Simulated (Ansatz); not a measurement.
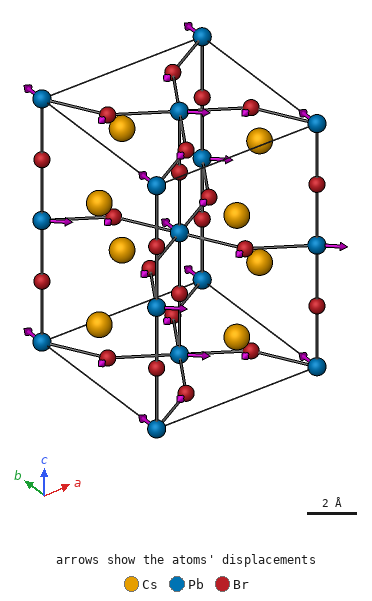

Lattice vibrations of solid CsPbBr$_{3}$, at the zone centre. The optical levels lie at 14i (×2), 22 (×2), 37 (×2), 38 (×2), 39, 44 (×2), 48, 51, 52, 60 (×2), 63, 70, 83, 85 (×2), 87, 93 (×2), 130, 131, 155 cm⁻¹. One mode is drawn. The purple arrows give the relative displacements of the atoms. A ball-and-stick model of the conventional cell (2 times the calculation's cell), seen from a free direction. Lengths and directions refer to the drawn axes. Only the shorter bonds are drawn.

All numbers below come from DFT PBEsol, scalar-relativistic, plane waves, PAW in Ansatz 0.2.0. Set-up: plane-wave cutoff 420 eV; k-point mesh 6 × 6 × 6; occupations gaussian; smearing width 0.05 eV; no spin polarisation.

Frequencies are those without the non-analytic (LO–TO) term.

> To which level does it belong?

The level at 93 cm⁻¹. This is the E_u mode (doubly degenerate; one member of the set is drawn), optical level 16 of 19, counted from below, infrared-active by symmetry. The Cs and Br (4a) atoms hardly move; it stretches the shortest Br–Pb bonds (2.97 Å); the kinetic energy is shared as Pb 84 %, Br 16 %.
